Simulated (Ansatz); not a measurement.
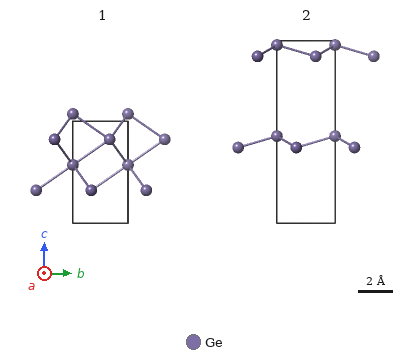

Two geometries of solid Ge (set up in P6_3mc), drawn at one scale. One is the start of a relaxation, the other its converged end. The picture is a ball-and-stick view of the cell of the calculation, seen along the a axis.

Method: DFT PBEsol, scalar-relativistic, plane waves, PAW (Ansatz 0.2.0). Set-up: plane-wave cutoff 420 eV; k-point mesh 12 × 12 × 4; occupations gaussian; smearing width 0.1 eV; no spin polarisation; cell and atoms relaxed; force threshold 0.005 eV/Å; at most 80 steps.

> Which one is relaxed?

Structure 1 is the relaxed one. The energy falls by 354 meV per atom in 18 accepted moves (19 points after the start). The largest force component goes from 0.17 to 0.00036 eV/Å. Pressure: −1.56 GPa at the start and −0.01 GPa at the end. At 1 point the geometry stayed and the basis and grid were re-selected for the new cell (energy shift of 1.1 meV per atom at most each time). The largest moves relative to the cell, 0.58 Å, are those of Ge atoms. The volume changes by −49.8 %, with a = b 4.050 → 3.837 Å (−5.3 %), c 10.993 → 6.150 Å (−44.1 %). Some distances before and after: Ge–Ge 5.347 → 2.696 Å, Ge–Ge 2.438 → 2.697 Å. New bonds form, among them: Ge–Ge (5.35 → 2.70 Å). Bond angles that change, for instance: Ge–Ge–Ge 112.4° → 90.7°. The space group (tolerance 0.01 Å) goes from P6_3mc (No. 186) to P6_3/mmc (No. 194).
